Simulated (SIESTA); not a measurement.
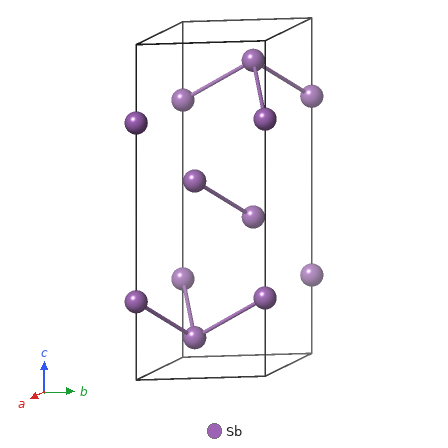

System: Sb, space group R-3m (No. 166). The picture shows the conventional cell.

Structure:
```xyz
2
Lattice="2.1542 1.2437 3.7580 -2.1542 1.2437 3.7580 0.0000 -2.4875 3.7580" Properties=species:S:1:pos:R:3 pbc="T T T"
Sb    0.0000    0.0000    8.6416
Sb    0.0000    0.0000    2.6324
```

Method: DFT in numerical atomic orbitals with pseudopotentials, no spin polarisation; energies at scaled volumes of the given cell, shape and fractions fixed, counted from the fit's minimum, third-order Birch-Murnaghan fit (SIESTA 5.4.2). Level: LDA.

k mesh 8×8×8; occupations Fermi–Dirac; smearing width 0.05 eV; potentials PseudoDojo 0.4 standard, converted to PSML, two zetas on semicore shells; program settings basis DZP, mesh cutoff 500 Ry.

Predict the energy and pressure against volume. The volume takes the values 28.39, 29.00, 29.60, 30.21, 30.81, 31.41, 32.02 Å³/atom.

A third-order Birch–Murnaghan fit gives V0 = 30.05 Å³/atom, B0 = 59.1 GPa and B′ = 4.3. The energy is 18.73 meV/atom at volume 28.39 Å³/atom and 21.13 meV/atom at 32.02 Å³/atom; the lowest computed point is at volume 30.21 Å³/atom (0.15 meV/atom). The pressure falls from 3.83 GPa at volume 28.39 Å³/atom to −3.27 GPa at 32.02 Å³/atom, and changes sign near 30.06 Å³/atom.

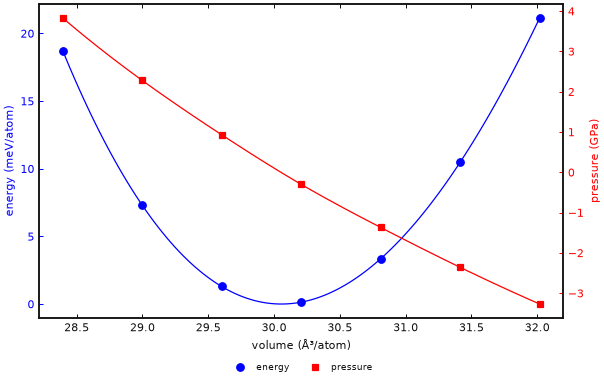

Note: mulliken charges of long orbitals; shape and atomic fractions are frozen while scaling, which makes layered, chain and framework solids too stiff.
